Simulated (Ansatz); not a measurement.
System: TiPbO₃, space group P4mm, 5 atoms in the cell, a database entry, rescaled.

```xyz
5
Lattice="3.9496 0.0000 0.0000 0.0000 3.9496 0.0000 0.0000 0.0000 4.0154" Properties=species:S:1:pos:R:3 pbc="T T T"
Pb    0.0000    0.0000    0.0000
Ti    1.9748    1.9748    2.1001
O     1.9748    1.9748    0.2449
O     1.9748    0.0000    2.2607
O     0.0000    1.9748    2.2607
```

Ansatz; DFT with PBE, PAW plane waves, no spin polarisation, 7×7×6 k mesh, 420 eV cutoff, Fermi-Dirac smearing of 0.1 eV.

What will the band structure look like? The path is Γ–X–M–Γ–Z–R–A–Z–X–R–M.

The material is gapped. The gap along this path is 1.70 eV and indirect, from the valence-band top at X to the conduction-band bottom at Γ; the smallest direct gap is 1.81 eV, at Z. The top valence level at X is a single band, not degenerate (spin aside). The top valence band spans 1.2 eV and the lowest conduction band 1.9 eV. The direct gaps are 2.11 eV at X, 2.86 eV at Γ and 3.97 eV at A.

The atoms aren't at rest in this cell (largest force 0.4 eV/Å), so the relaxed material can differ. Spin-orbit coupling is left out, which matters for Pb.

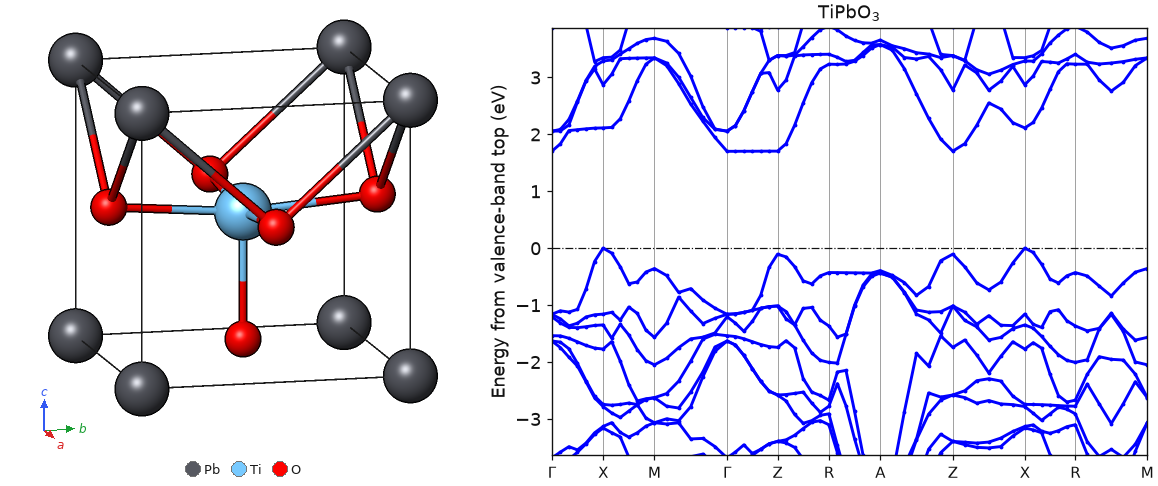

Band structure, beside the structure. Energies are counted from the top of the valence band. The path runs straight from each named point to the next. The path has few k points, so lines between them are rough.
